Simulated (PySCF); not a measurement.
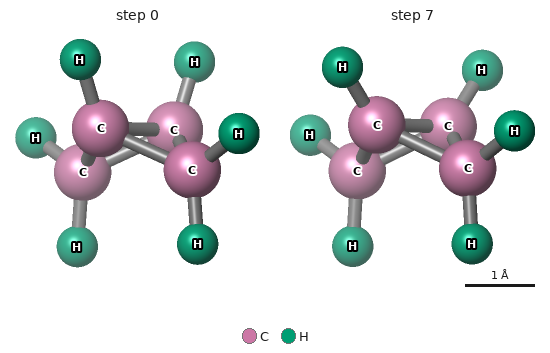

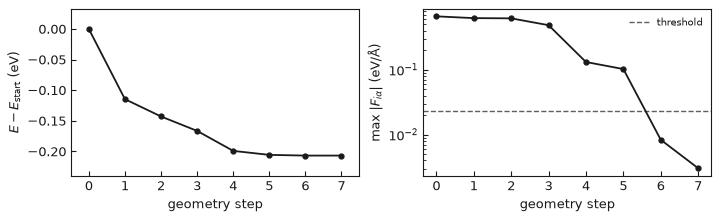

First and last geometry of a relaxation of C4H6, with the history of the run. The picture is a ball-and-stick view, seen from a free direction.

The start comes from MMFF94s.

The calculation used PySCF 2.14.0, density-fitted response routines, PBE0-D3(BJ)/def2-SVP geometry optimisation, gas phase. 

Did the run converge, and what did it change?

Answer. It converged. After 7 geometry steps the energy has fallen by 0.207 eV. Largest force component: 0.67 eV/Å at the start, 0.003 eV/Å at the end. The largest moves after the best rigid fit, 0.29 Å, are those of H atoms. Largest moves by element: H 0.29 Å, C 0.06 Å. Some distances before and after: C–C 1.529 → 1.477 Å, C–H 1.086 → 1.101 Å, C–C 1.487 → 1.492 Å. Bond angles that change, for instance: C–C–H 112.7° → 130.6°, C–C–H 125.2° → 130.3°, C–C–C 61.9° → 59.3°. The run took roughly 11 core-seconds on a shared host.
